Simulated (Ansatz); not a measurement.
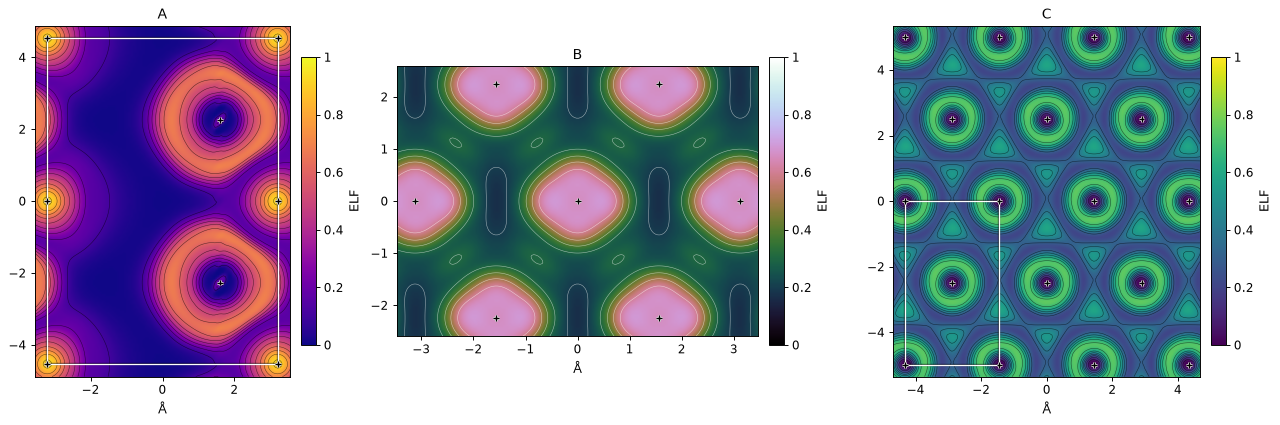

The ELF of 3 systems, each on a plane through atoms (crosses mark nuclei in the plane).

All numbers below come from DFT r2SCAN, scalar-relativistic, plane waves, PAW (Ansatz 0.2.0).

System 1: CdTe, the (110) plane of the conventional cell. Space group F-43m; computed pressure about 3 GPa in this cell.

```
Cd Te
1.0
     6.41000    0.00000    0.00000
     0.00000    0.00000   -6.41000
     0.00000    6.41000    0.00000
Cd Te
4 4
Direct
  0.50000 0.50000 0.00000
  0.00000 0.50000 0.50000
  0.00000 0.00000 0.00000
  0.50000 0.00000 0.50000
  0.75000 0.75000 0.25000
  0.25000 0.75000 0.75000
  0.25000 0.25000 0.25000
  0.75000 0.25000 0.75000
```

System 2: Pt, the (011) plane of the conventional cell. Space group I4/mmm; a structure from a database of computed crystals, not necessarily the ambient phase; changed on purpose from its base cell (strain -0.015 along x and y, +0.015 along z, atoms carried along); computed pressure about −3 GPa in this cell.

```
CELL_PARAMETERS angstrom
3.12091 0.00000 0.00000
0.00000 3.12091 0.00000
0.00000 0.00000 3.21597
ATOMIC_POSITIONS crystal
Pt 0.00000 0.00000 0.00000
Pt 0.50000 0.50000 0.50000
```

System 3: Ta, the (001) plane of the calculation cell. Space group P6₃/mmc; a structure from a database of computed crystals, not necessarily the ambient phase.

```cif
data_structure
_symmetry_space_group_name_H-M 'P 1'
_symmetry_Int_Tables_number 1
_cell_length_a 2.8880
_cell_length_b 5.0021
_cell_length_c 5.8767
_cell_angle_alpha 115.188
_cell_angle_beta 104.224
_cell_angle_gamma 90.000
_cell_volume 73.94
loop_
_atom_site_label
_atom_site_type_symbol
_atom_site_fract_x
_atom_site_fract_y
_atom_site_fract_z
_atom_site_occupancy
Ta1 Ta 0.12500 0.79167 0.25000 1
Ta2 Ta 0.62500 0.29167 0.25000 1
Ta3 Ta 0.87500 0.20833 0.75000 1
Ta4 Ta 0.37500 0.70833 0.75000 1
```

**Which map belongs to which system?**

Panel A is system 1, CdTe: the plane holds Cd and Te. Cd–Te (2.78 Å): the ELF is about 0.50 at the midpoint and 0.15 at its lowest between the atoms. Panel B is system 2, Pt: the plane holds Pt. Pt–Pt (2.73 Å): the ELF is about 0.30 at the midpoint: no localised pair shows between them. Panel C is system 3, Ta: the plane holds Ta. Ta–Ta (2.89 Å): the ELF is about 0.30 at the midpoint.
